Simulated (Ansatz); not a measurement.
Run report: PtS₂, geometry relaxation (part 1 of 2)

The run: geometry relaxation of PtS₂ (P-3m1, 3 atoms in the cell). Method and program: DFT PBEsol, scalar-relativistic, plane waves, PAW, no spin polarisation (Ansatz 0.2.0).

The structure derives from an entry of the Crystallography Open Database.

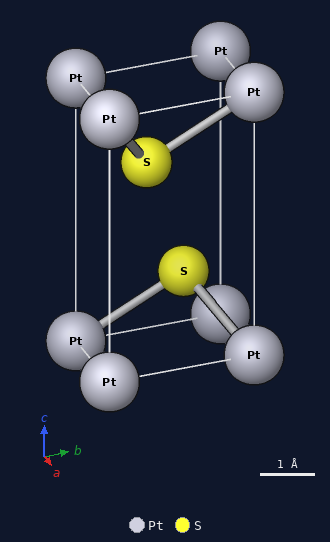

*The starting structure (ball-and-stick view of the cell of the calculation, seen slightly off an axis).*

## Input
```yaml
crystal:
  lattice:
    - [3.5431995404, 0.0, 0.0]
    - [-1.7715997703, 3.0685008127, 0.0]
    - [0.0, 0.0, 5.0388000919]
  atoms:
    - { symbol: Pt, position: [0.0, 0.0, 0.0] }
    - { symbol: S, position: [0.3333333333, 0.6666666667, 0.25] }
    - { symbol: S, position: [0.6666666667, 0.3333333333, 0.75] }
basis:
  ecutwfc: 420
kpoints:
  mp_grid: { grid: [12, 12, 8] }
hamiltonian:
  xc: pbesol
scf:
  occupations: { method: gaussian, width: 0.02 }
output:
  forces: true
  stress: true
  eigenvalues: true
  write_density: true
  write_potential: true
  elf: true
  volumetric_format: npy
relax:
  adjacent_minimum: "off"
  f_tol: 0.005
  max_steps: 80
  cell: { stress_tol: 0.05 }
```

Launch command:
```bash
ansatz run input.yaml --threads 2 --pin off --max-ram 4096MiB --backend cpu --events-out ev --progress --plain --runs-dir out
```

## What the program printed
```
Engine: ansatz 0.2.0, x86_64-unknown-linux-gnu
Pseudopotentials: kind: paw
Pseudopotential: Pt, paw, valence charge 18, recommended cutoff 420 eV (normal), Pt.paw.azcp
Pseudopotential: S, paw, valence charge 6, recommended cutoff 420 eV (normal), S.paw.azcp
Functional definition: PBEsol
  exchange = pbesol_x
  correlation = pbesol_c
Crystal: 3 atoms, lattice volume = 54.783 Å³
Basis set: ecut = 420 eV, 1043 PW (Γ), exchange–correlation on 48×48×72 points (8 copies of the dense FFT grid, shifted against one another)
Bands: 19, of which v1, the nominal top of the filled ones, is band 15 counted from 1 (14 counted from 0)
Symmetry: 12 space group operations
Space group: P-3m1 (ITA 164), of the structure as read, at distance tolerance 3.8e-5 Å
k-points: 131 of 1152
Non-local potential: Pt, projectors of the file, l = 0: 3, l = 1: 2, l = 2: 2, l = 3: 1
Non-local potential: S, projectors of the file, l = 0: 2, l = 1: 2, l = 2: 2
PAW form: soft (Blöchl's): semilocal exchange-correlation on the pseudo side does not see the compensation charge
PAW frozen core: Pt, regenerated for the run's functional, and the local potential with it (the file was generated under x = pbe(κ = 0.804, μ = 0.2195149727645171), c = pbe(β = 0.06672455060314922))
PAW frozen core: S, regenerated for the run's functional, and the local potential with it (the file was generated under x = pbe(κ = 0.804, μ = 0.2195149727645171), c = pbe(β = 0.06672455060314922))
PAW one-centre angular grid: Pt, 590 points (default); XC on 64 Gauss nodes
PAW one-centre angular grid: S, 110 points (default); XC on 64 Gauss nodes
Initial density: superposition of atomic densities (neutral atoms: chi_scale 0, normalization atom), corrected by the library's trained network
Initial wavefunctions: pseudopotential atomic-orbital guess
Functional: x = pbesol(κ = 0.804, μ = 0.12345679012345678), c = pbesol(β = 0.046)
SCF iter   1: F=—  HF=-14154.850888 eV  |F-HF|=—  |Δ(HF+E_count)|=         —  Δρ=3.96e-3  dr2=1.05e-2  ethr=1.77e-3  ⟨swp⟩=5.9  Hψ=12754  notcnv=0
preconditioner: auto → Resta (q_TF=auto, 2.468 Å⁻¹)  ε∞=7.1  [insulator: Δε(μ)=0.468 eV  Ē_g=9.493 eV  σ=0.020 eV  W_gap=1.00  n_scr=20 (ndim 8)  ℏωp=23.5 eV  f_vac=0.011  D(μ)=0.00/eV (n_scr^D=0)  ε∞_Penn≈7.1]
SCF iter   2: F=—  HF=-14154.849754 eV  |F-HF|=—  |Δ(HF+E_count)|=   1.13e-3  Δρ=2.14e-3  dr2=2.24e-3  ethr=3.51e-5  ⟨swp⟩=2.4  Hψ=4906  notcnv=0
SCF iter   3: F=—  HF=-14154.849482 eV  |F-HF|=—  |Δ(HF+E_count)|=   2.73e-4  Δρ=7.65e-4  dr2=4.58e-4  ethr=7.48e-6  ⟨swp⟩=2.1  Hψ=4207  notcnv=0
SCF iter   4: F=—  HF=-14154.849438 eV  |F-HF|=—  |Δ(HF+E_count)|=   4.35e-5  Δρ=2.15e-4  dr2=2.05e-5  ethr=1.53e-6  ⟨swp⟩=2.6  Hψ=3666  notcnv=0
SCF iter   5: F=—  HF=-14154.849480 eV  |F-HF|=—  |Δ(HF+E_count)|=   4.18e-5  Δρ=5.10e-5  dr2=1.57e-6  ethr=6.84e-8  ⟨swp⟩=2.0  Hψ=3634  notcnv=0
SCF iter   6: F=—  HF=-14154.849481 eV  |F-HF|=—  |Δ(HF+E_count)|=   5.34e-7  Δρ=1.54e-5  dr2=1.14e-7  ethr=5.22e-9  ⟨swp⟩=2.1  Hψ=3543  notcnv=0
SCF iter   7: F=-14154.849481 eV  HF=-14154.849481 eV  |F-HF|=5.18e-9  |Δ(HF+E_count)|=   1.85e-7  Δρ=3.04e-6  dr2=8.22e-9  ethr=3.33e-10  ⟨swp⟩=9.5  Hψ=16401  notcnv=0
SCF 1 converged in 7 iterations: F = -14154.849481 eV  dr2 = 8.22e-9
  greatest PAW one-centre occupation: 1.000 electrons in one spin orbital (limit 2), on the Pt atom at site 0 (counted from 0), in its partial waves of l = 0
relax step   1: F+E_penalty+E_count = -14154.84948091 eV  Δ(F+E_penalty+E_count) = +0.000e0 eV  max|allowed force component| = 5.672e-1 eV/Å  Δτ_max = 0.0000 Å  P = -2.830 GPa  Ω = 54.783 Å³  (7 SCF iters, dr2 threshold 1.00e-7 eV, accepted)
Crystal: 3 atoms, lattice volume = 55.447 Å³
Basis set: ecut = 420 eV, 1055 PW (Γ), exchange–correlation on 48×48×72 points (8 copies of the dense FFT grid, shifted against one another)
Initial density: handed on by an earlier stage of this run
Initial wavefunctions: those handed on with the density
iter 1 solved again at ethr=4.98e-5 eV; its pass at ethr=3.10e-3 eV (dr2=1.49e-2 eV) is discarded
SCF iter   1: F=—  HF=-14154.874230 eV  |F-HF|=—  |Δ(HF+E_count)|=         —  Δρ=6.75e-3  dr2=1.53e-2  ethr=4.98e-5  ⟨swp⟩=1.9  Hψ=14924  notcnv=0
preconditioner: auto → Resta (q_TF=auto, 2.463 Å⁻¹)  ε∞=6.9  [insulator: Δε(μ)=0.640 eV  Ē_g=9.607 eV  σ=0.020 eV  W_gap=1.00  n_scr=20 (ndim 8)  ℏωp=23.4 eV  f_vac=0.015  D(μ)=0.00/eV (n_scr^D=0)  ε∞_Penn≈6.9]
SCF iter   2: F=—  HF=-14154.871378 eV  |F-HF|=—  |Δ(HF+E_count)|=   2.85e-3  Δρ=3.60e-3  dr2=3.61e-3  ethr=4.98e-5  ⟨swp⟩=2.5  Hψ=3541  notcnv=0
SCF iter   3: F=—  HF=-14154.870644 eV  |F-HF|=—  |Δ(HF+E_count)|=   7.34e-4  Δρ=1.10e-3  dr2=9.32e-4  ethr=1.20e-5  ⟨swp⟩=2.0  Hψ=3986  notcnv=0
SCF iter   4: F=—  HF=-14154.870488 eV  |F-HF|=—  |Δ(HF+E_count)|=   1.56e-4  Δρ=2.82e-4  dr2=4.74e-5  ethr=3.11e-6  ⟨swp⟩=2.7  Hψ=3520  notcnv=0
SCF iter   5: F=—  HF=-14154.870480 eV  |F-HF|=—  |Δ(HF+E_count)|=   7.95e-6  Δρ=5.95e-5  dr2=2.97e-6  ethr=1.58e-7  ⟨swp⟩=2.1  Hψ=3951  notcnv=0
SCF iter   6: F=-14154.870481 eV  HF=-14154.870481 eV  |F-HF|=1.49e-7  |Δ(HF+E_count)|=   1.34e-6  Δρ=1.62e-5  dr2=1.65e-7  ethr=1.00e-9  ⟨swp⟩=7.0  Hψ=17001  notcnv=0
SCF 2 converged in 6 iterations: F = -14154.870481 eV  dr2 = 1.65e-7
relax step   2: F+E_penalty+E_count = -14154.87048129 eV  Δ(F+E_penalty+E_count) = -2.100e-2 eV  max|allowed force component| = 2.020e-1 eV/Å  Δτ_max = 0.0707 Å  P = -0.377 GPa  Ω = 55.447 Å³  energy of the carried Pulay correction = -1.090e-4 eV  (6 SCF iters, dr2 threshold 3.00e-7 eV, accepted)
Crystal: 3 atoms, lattice volume = 54.089 Å³
iter 1 solved again at ethr=1.16e-5 eV; its pass at ethr=3.10e-3 eV (dr2=3.48e-3 eV) is discarded
SCF iter   1: F=—  HF=-14154.881344 eV  |F-HF|=—  |Δ(HF+E_count)|=         —  Δρ=3.63e-3  dr2=3.23e-3  ethr=1.16e-5  ⟨swp⟩=1.6  Hψ=14669  notcnv=0
preconditioner: auto → Resta (q_TF=auto, 2.473 Å⁻¹)  ε∞=7.0  [insulator: Δε(μ)=0.523 eV  Ē_g=9.646 eV  σ=0.020 eV  W_gap=1.00  n_scr=20 (ndim 8)  ℏωp=23.7 eV  f_vac=0.009  D(μ)=0.00/eV (n_scr^D=0)  ε∞_Penn≈7.0]
SCF iter   2: F=—  HF=-14154.880744 eV  |F-HF|=—  |Δ(HF+E_count)|=   6.01e-4  Δρ=1.92e-3  dr2=9.17e-4  ethr=1.08e-5  ⟨swp⟩=1.0  Hψ=2489  notcnv=0
SCF iter   3: F=—  HF=-14154.880551 eV  |F-HF|=—  |Δ(HF+E_count)|=   1.93e-4  Δρ=1.87e-4  dr2=1.40e-5  ethr=3.06e-6  ⟨swp⟩=2.2  Hψ=3938  notcnv=0
SCF iter   4: F=—  HF=-14154.880558 eV  |F-HF|=—  |Δ(HF+E_count)|=   7.06e-6  Δρ=3.57e-5  dr2=8.35e-7  ethr=4.65e-8  ⟨swp⟩=2.2  Hψ=4347  notcnv=0
iter 5 did not close the SCF: its close was put off for the readings that it lacked (scf_convergence_deferred on its scf_iter line)
SCF iter   5: F=-14154.880558 eV  HF=-14154.880558 eV  |F-HF|=5.58e-9  |Δ(HF+E_count)|=   4.09e-7  Δρ=1.17e-5  dr2=1.25e-7  ethr=2.78e-9  ⟨swp⟩=2.2  Hψ=3686  notcnv=0
SCF iter   6: F=-14154.880558 eV  HF=-14154.880558 eV  |F-HF|=4.74e-9  |Δ(HF+E_count)|=   4.51e-8  Δρ=3.47e-6  dr2=6.96e-9  ethr=4.16e-10  ⟨swp⟩=6.0  Hψ=15349  notcnv=0
SCF 3 converged in 6 iterations: F = -14154.880558 eV  dr2 = 6.96e-9
relax step   3: F+E_penalty+E_count = -14154.88055810 eV  Δ(F+E_penalty+E_count) = -1.008e-2 eV  max|allowed force component| = 3.298e-2 eV/Å  Δτ_max = 0.0397 Å  P = +0.203 GPa  Ω = 54.089 Å³  energy of the carried Pulay correction = +1.154e-4 eV  (6 SCF iters, dr2 threshold 3.00e-7 eV, accepted)
Crystal: 3 atoms, lattice volume = 53.726 Å³
iter 1 solved again at ethr=8.51e-7 eV; its pass at ethr=3.10e-3 eV (dr2=2.55e-4 eV) is discarded
SCF iter   1: F=—  HF=-14154.881675 eV  |F-HF|=—  |Δ(HF+E_count)|=         —  Δρ=9.89e-4  dr2=2.18e-4  ethr=8.51e-7  ⟨swp⟩=2.1  Hψ=15336  notcnv=0
preconditioner: auto → Resta (q_TF=auto, 2.476 Å⁻¹)  ε∞=7.1  [insulator: Δε(μ)=0.444 eV  Ē_g=9.641 eV  σ=0.020 eV  W_gap=1.00  n_scr=20 (ndim 8)  ℏωp=23.8 eV  f_vac=0.008  D(μ)=0.00/eV (n_scr^D=0)  ε∞_Penn≈7.1]
SCF iter   2: F=—  HF=-14154.881654 eV  |F-HF|=—  |Δ(HF+E_count)|=   2.02e-5  Δρ=5.41e-4  dr2=6.82e-5  ethr=7.26e-7  ⟨swp⟩=1.0  Hψ=2489  notcnv=0
SCF iter   3: F=—  HF=-14154.881643 eV  |F-HF|=—  |Δ(HF+E_count)|=   1.16e-5  Δρ=3.91e-5  dr2=8.46e-7  ethr=2.27e-7  ⟨swp⟩=2.4  Hψ=3969  notcnv=0
iter 4 did not close the SCF: its close was put off for the readings that it lacked (scf_convergence_deferred on its scf_iter line)
SCF iter   4: F=-14154.881643 eV  HF=-14154.881643 eV  |F-HF|=2.45e-8  |Δ(HF+E_count)|=   1.25e-7  Δρ=9.03e-6  dr2=2.94e-8  ethr=2.82e-9  ⟨swp⟩=2.5  Hψ=3769  notcnv=0
iter 5 did not close the SCF: its close was put off for the readings that it lacked (scf_convergence_deferred on its scf_iter line)
SCF iter   5: F=-14154.881643 eV  HF=-14154.881643 eV  |F-HF|=1.16e-9  |Δ(HF+E_count)|=   2.63e-8  Δρ=1.81e-6  dr2=2.17e-9  ethr=9.79e-11  ⟨swp⟩=2.2  Hψ=3867  notcnv=0
SCF iter   6: F=-14154.881643 eV  HF=-14154.881643 eV  |F-HF|=7.09e-11  |Δ(HF+E_count)|=   1.55e-9  Δρ=4.44e-7  dr2=1.18e-10  ethr=7.23e-12  ⟨swp⟩=5.0  Hψ=13426  notcnv=0
SCF 4 converged in 6 iterations: F = -14154.881643 eV  dr2 = 1.18e-10
relax step   4: F+E_penalty+E_count = -14154.88164301 eV  Δ(F+E_penalty+E_count) = -1.085e-3 eV  max|allowed force component| = 1.197e-3 eV/Å  Δτ_max = 0.0111 Å  P = +0.005 GPa  Ω = 53.726 Å³  energy of the carried Pulay correction = +1.764e-4 eV  (6 SCF iters, dr2 threshold 3.00e-7 eV, accepted)
Crystal: 3 atoms, lattice volume = 52.337 Å³
Basis set: ecut = 420 eV, 1005 PW (Γ), exchange–correlation on 48×48×72 points (8 copies of the dense FFT grid, shifted against one another)
iter 1 solved again at ethr=9.09e-6 eV; its pass at ethr=3.10e-3 eV (dr2=2.73e-3 eV) is discarded
SCF iter   1: F=—  HF=-14154.883577 eV  |F-HF|=—  |Δ(HF+E_count)|=         —  Δρ=3.31e-3  dr2=2.50e-3  ethr=9.09e-6  ⟨swp⟩=2.1  Hψ=16390  notcnv=0
preconditioner: auto → Resta (q_TF=auto, 2.487 Å⁻¹)  ε∞=7.2  [insulator: Δε(μ)=0.179 eV  Ē_g=9.658 eV  σ=0.020 eV  W_gap=1.00  n_scr=20 (ndim 8)  ℏωp=24.1 eV  f_vac=0.003  D(μ)=0.00/eV (n_scr^D=0)  ε∞_Penn≈7.2]
SCF iter   2: F=—  HF=-14154.883294 eV  |F-HF|=—  |Δ(HF+E_count)|=   2.82e-4  Δρ=1.82e-3  dr2=7.73e-4  ethr=8.33e-6  ⟨swp⟩=1.0  Hψ=2489  notcnv=0
SCF iter   3: F=—  HF=-14154.883169 eV  |F-HF|=—  |Δ(HF+E_count)|=   1.25e-4  Δρ=1.37e-4  dr2=1.44e-5  ethr=2.58e-6  ⟨swp⟩=1.5  Hψ=3235  notcnv=0
SCF iter   4: F=—  HF=-14154.883171 eV  |F-HF|=—  |Δ(HF+E_count)|=   1.46e-6  Δρ=5.60e-5  dr2=1.82e-6  ethr=4.79e-8  ⟨swp⟩=2.6  Hψ=3821  notcnv=0
iter 5 did not close the SCF: its close was put off for the readings that it lacked (scf_convergence_deferred on its scf_iter line)
SCF iter   5: F=-14154.883171 eV  HF=-14154.883171 eV  |F-HF|=4.65e-8  |Δ(HF+E_count)|=   1.63e-7  Δρ=1.25e-5  dr2=5.68e-8  ethr=6.06e-9  ⟨swp⟩=2.1  Hψ=3659  notcnv=0
SCF iter   6: F=-14154.883171 eV  HF=-14154.883171 eV  |F-HF|=6.60e-9  |Δ(HF+E_count)|=   5.09e-8  Δρ=3.31e-6  dr2=4.50e-9  ethr=1.89e-10  ⟨swp⟩=5.7  Hψ=14841  notcnv=0
SCF 5 converged in 6 iterations: F = -14154.883171 eV  dr2 = 4.50e-9
relax step   5: F+E_penalty+E_count = -14154.88317109 eV  Δ(F+E_penalty+E_count) = -1.528e-3 eV  max|allowed force component| = 1.642e-2 eV/Å  Δτ_max = 0.0339 Å  P = +0.051 GPa  Ω = 52.337 Å³  energy of the carried Pulay correction = +4.134e-4 eV  (6 SCF iters, dr2 threshold 2.13e-7 eV, accepted)
Crystal: 3 atoms, lattice volume = 52.758 Å³
iter 1 solved again at ethr=6.73e-7 eV; its pass at ethr=3.10e-3 eV (dr2=2.02e-4 eV) is discarded
SCF iter   1: F=—  HF=-14154.883260 eV  |F-HF|=—  |Δ(HF+E_count)|=         —  Δρ=9.58e-4  dr2=2.13e-4  ethr=6.73e-7  ⟨swp⟩=2.1  Hψ=15194  notcnv=0
preconditioner: auto → Resta (q_TF=auto, 2.483 Å⁻¹)  ε∞=7.2  [insulator: Δε(μ)=0.251 eV  Ē_g=9.654 eV  σ=0.020 eV  W_gap=1.00  n_scr=20 (ndim 8)  ℏωp=24.0 eV  f_vac=0.005  D(μ)=0.00/eV (n_scr^D=0)  ε∞_Penn≈7.2]
SCF iter   2: F=—  HF=-14154.883236 eV  |F-HF|=—  |Δ(HF+E_count)|=   2.41e-5  Δρ=5.24e-4  dr2=6.68e-5  ethr=6.73e-7  ⟨swp⟩=1.0  Hψ=2489  notcnv=0
SCF iter   3: F=—  HF=-14154.883239 eV  |F-HF|=—  |Δ(HF+E_count)|=   2.72e-6  Δρ=3.64e-5  dr2=8.11e-7  ethr=2.23e-7  ⟨swp⟩=2.2  Hψ=3942  notcnv=0
SCF iter   4: F=—  HF=-14154.883237 eV  |F-HF|=—  |Δ(HF+E_count)|=   2.20e-6  Δρ=9.59e-6  dr2=2.97e-8  ethr=2.70e-9  ⟨swp⟩=2.5  Hψ=3562  notcnv=0
iter 5 did not close the SCF: its close was put off for the readings that it lacked (scf_convergence_deferred on its scf_iter line)
SCF iter   5: F=-14154.883237 eV  HF=-14154.883237 eV  |F-HF|=1.07e-9  |Δ(HF+E_count)|=   1.67e-8  Δρ=1.99e-6  dr2=2.46e-9  ethr=9.89e-11  ⟨swp⟩=2.7  Hψ=4450  notcnv=0
SCF iter   6: F=-14154.883237 eV  HF=-14154.883237 eV  |F-HF|=9.09e-11  |Δ(HF+E_count)|=   1.58e-9  Δρ=4.60e-7  dr2=1.18e-10  ethr=8.20e-12  ⟨swp⟩=4.9  Hψ=13447  notcnv=0
SCF 6 converged in 6 iterations: F = -14154.883237 eV  dr2 = 1.18e-10
relax step   6: F+E_penalty+E_count = -14154.88323665 eV  Δ(F+E_penalty+E_count) = -6.556e-5 eV  max|allowed force component| = 5.974e-3 eV/Å  Δτ_max = 0.0105 Å  P = -0.059 GPa  Ω = 52.758 Å³  energy of the carried Pulay correction = +3.410e-4 eV  (6 SCF iters, dr2 threshold 1.68e-8 eV, accepted)
Crystal: 3 atoms, lattice volume = 52.669 Å³
iter 1 solved again at ethr=5.32e-8 eV; its pass at ethr=3.10e-3 eV (dr2=1.60e-5 eV) is discarded
SCF iter   1: F=—  HF=-14154.883251 eV  |F-HF|=—  |Δ(HF+E_count)|=         —  Δρ=1.75e-4  dr2=1.12e-5  ethr=5.32e-8  ⟨swp⟩=3.1  Hψ=14511  notcnv=0
preconditioner: auto → Resta (q_TF=auto, 2.484 Å⁻¹)  ε∞=7.2  [insulator: Δε(μ)=0.240 eV  Ē_g=9.657 eV  σ=0.020 eV  W_gap=1.00  n_scr=20 (ndim 8)  ℏωp=24.0 eV  f_vac=0.004  D(μ)=0.00/eV (n_scr^D=0)  ε∞_Penn≈7.2]
SCF iter   2: F=—  HF=-14154.883265 eV  |F-HF|=—  |Δ(HF+E_count)|=   1.42e-5  Δρ=9.53e-5  dr2=3.11e-6  ethr=3.73e-8  ⟨swp⟩=1.0  Hψ=2489  notcnv=0
SCF iter   3: F=—  HF=-14154.883265 eV  |F-HF|=—  |Δ(HF+E_count)|=   4.13e-7  Δρ=8.94e-6  dr2=6.97e-8  ethr=1.04e-8  ⟨swp⟩=1.6  Hψ=3077  notcnv=0
iter 4 did not close the SCF: its close was put off for the readings that it lacked (scf_convergence_deferred on its scf_iter line)
SCF iter   4: F=-14154.883265 eV  HF=-14154.883265 eV  |F-HF|=1.05e-9  |Δ(HF+E_count)|=   1.36e-8  Δρ=2.99e-6  dr2=4.64e-9  ethr=2.32e-10  ⟨swp⟩=2.3  Hψ=3343  notcnv=0
iter 5 did not close the SCF: its close was put off for the readings that it lacked (scf_convergence_deferred on its scf_iter line)
SCF iter   5: F=-14154.883265 eV  HF=-14154.883265 eV  |F-HF|=7.28e-11  |Δ(HF+E_count)|=  1.06e-10  Δρ=5.28e-7  dr2=1.09e-10  ethr=1.55e-11  ⟨swp⟩=2.1  Hψ=3576  notcnv=0
SCF iter   6: F=-14154.883265 eV  HF=-14154.883265 eV  |F-HF|=2.00e-11  |Δ(HF+E_count)|=  8.00e-11  Δρ=1.27e-7  dr2=1.25e-11  ethr=1.00e-12  ⟨swp⟩=5.0  Hψ=11741  notcnv=0
SCF 7 converged in 6 iterations: F = -14154.883265 eV  dr2 = 1.25e-11
relax step   7: F+E_penalty+E_count = -14154.88326497 eV  Δ(F+E_penalty+E_count) = -2.832e-5 eV  max|allowed force component| = 3.039e-3 eV/Å  Δτ_max = 0.0013 Å  P = +0.027 GPa  Ω = 52.669 Å³  energy of the carried Pulay correction = +3.562e-4 eV  (6 SCF iters, accepted)
Basis set: ecut = 420 eV, 1005 PW (Γ), exchange–correlation on 48×48×64 points (8 copies of the dense FFT grid, shifted against one another)
Initial wavefunctions: pseudopotential atomic-orbital guess (no wavefunctions were taken with the density)
iter 1 solved again at ethr=1.07e-7 eV; its pass at ethr=3.10e-3 eV (dr2=3.20e-5 eV) is discarded
```
